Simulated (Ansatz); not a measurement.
# CaO: what the fields show

Input

```
crystal:
  lattice:
    - [3.9852425202, 0.0, 0.0]
    - [-1.9926212601, 3.4513212628, 0.0]
    - [0.0, 0.0, 4.5957816743]
  atoms:
    - { symbol: Ca, position: [0.3333333333, 0.6666666667, 0.75] }
    - { symbol: Ca, position: [0.6666666667, 0.3333333333, 0.25] }
    - { symbol: O, position: [0.3333333333, 0.6666666667, 0.25] }
    - { symbol: O, position: [0.6666666667, 0.3333333333, 0.75] }
basis:
  ecutwfc: 520.0
kpoints:
  mp_grid: { grid: [9, 9, 6] }
hamiltonian:
  xc: pbe
scf:
  occupations: { method: gaussian, width: 0.05 }
output:
  forces: true
  stress: true
  eigenvalues: true
  write_density: true
  write_potential: true
  elf: true
  volumetric_format: npy
```

Run with:

```sh
ansatz run input.yaml --threads 1 --pin off --max-ram 2048MiB --backend cpu --events-out ev --progress --plain --runs-dir out
```

Below, planes, directions and counts refer to the conventional cell (a = 3.99 Å, b = 3.99 Å, c = 4.60 Å, α = 90.00°, β = 90.00°, γ = 120.00°).

Space group P6₃/mmc; a structure from a database of computed crystals, not necessarily the ambient phase; computed pressure about 6 GPa in this cell.

Theory: DFT PBE, scalar-relativistic, plane waves, PAW (Ansatz).

The density is the valence pseudo-density of a PAW calculation; it isn't the true density close to the nuclei.

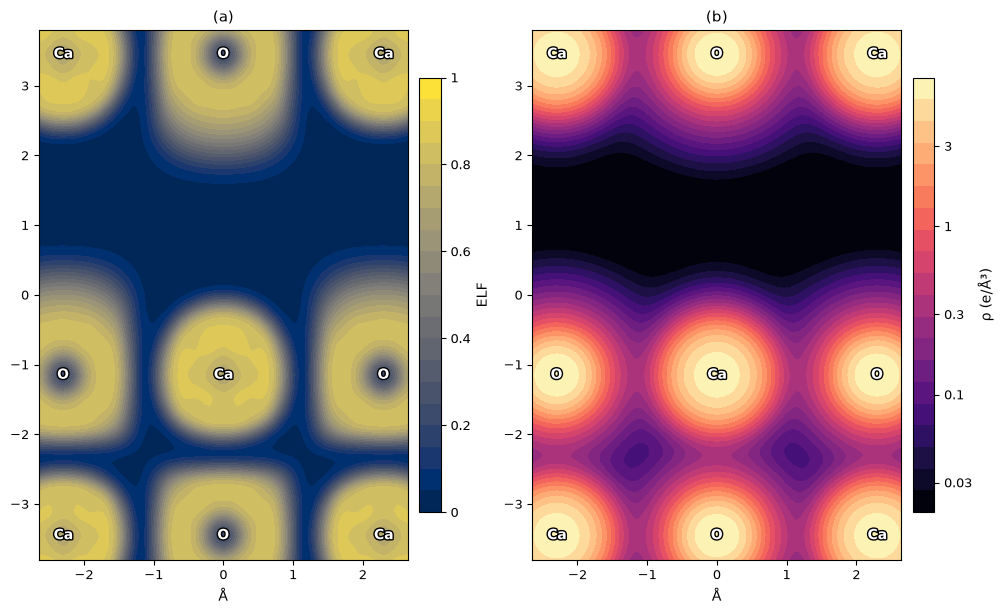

Figure 1. (a) ELF; (b) valence pseudo-density on the (110) plane of the conventional cell.

Question: What does the map show?

Answer:
- The plane passes through Ca and O nuclei.
- Ca–O (2.30 Å): ρ at the midpoint is about 0.32 e/Å³; the ELF peaks at about 0.85 in the valence shell of O, 0.6 Å from its nucleus, and drops to about 0.10 between the two atoms (a closed-shell, largely ionic contact).
- Between the atoms the lowest density in this plane is 0.01 e/Å³.
- The features right at Ca lie inside the PAW spheres, where the map follows smoothed inner orbitals and isn't to be read closely.

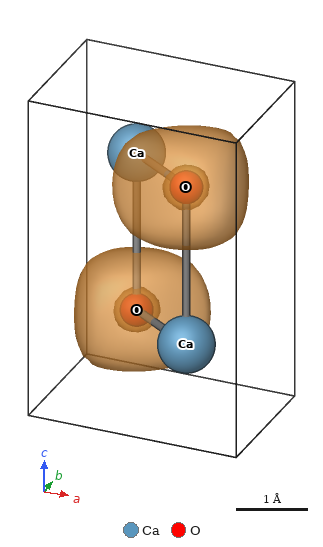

Figure 2. Isosurface of the electron localisation function at 0.65 (orange), seen slightly off an axis. Core shells and regions of very low density are left out. Sticks mark near contacts.

Question: Describe the localisation domains.

Answer: At this value the surface marks out two regions wrapped around O (the valence shell of each), counted in one cell of 4 atoms. Regions shared between cells count once.

Question: Does the calculation make it a metal, or give it a gap?

Answer: It is gapped, with a Kohn–Sham gap of 3.2 eV on the k-point mesh, an upper bound to the gap of this method.
